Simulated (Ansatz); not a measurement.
```xyz
2
Lattice="2.8125 0.0000 0.0000 -1.4062 2.4357 0.0000 0.0000 0.0000 4.8669" Properties=species:S:1:pos:R:3 pbc="T T T"
Al    1.4062    0.8119    3.6501
Al    0.0000    1.6238    1.2167
```

Space group P6₃/mmc; a structure from a database of computed crystals, not necessarily the ambient phase.

Computed with DFT r2SCAN, plane waves, PAW in Ansatz.

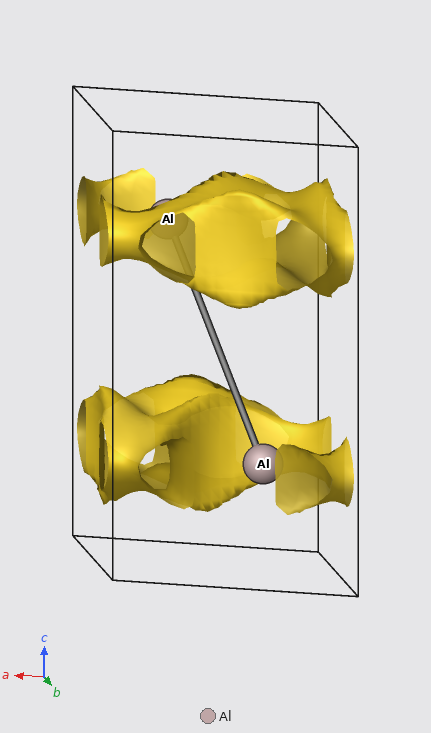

Al. Isosurface of the electron localisation function at 0.6 (yellow), seen at an oblique angle. Only the valence region is drawn (cores and ρ < 0.01 e/Å³ removed). Sticks mark near contacts.

Describe the localisation domains.

Answer. The ELF exceeds this value in sheets that run through the cell in two directions, counted in one cell of 2 atoms. Any copies at cell faces, edges or corners count once. There are no localised bonds or lone pairs at this value. Along the contacts the grid gives the following. Al–Al (2.81 Å): the ELF peaks at about 0.65 between the atoms. Al–Al (2.93 Å): the ELF is about 0.55 at the midpoint.

Does the calculation give a band gap?

Answer. It is metallic or semimetallic at this level of theory: no gap opens.
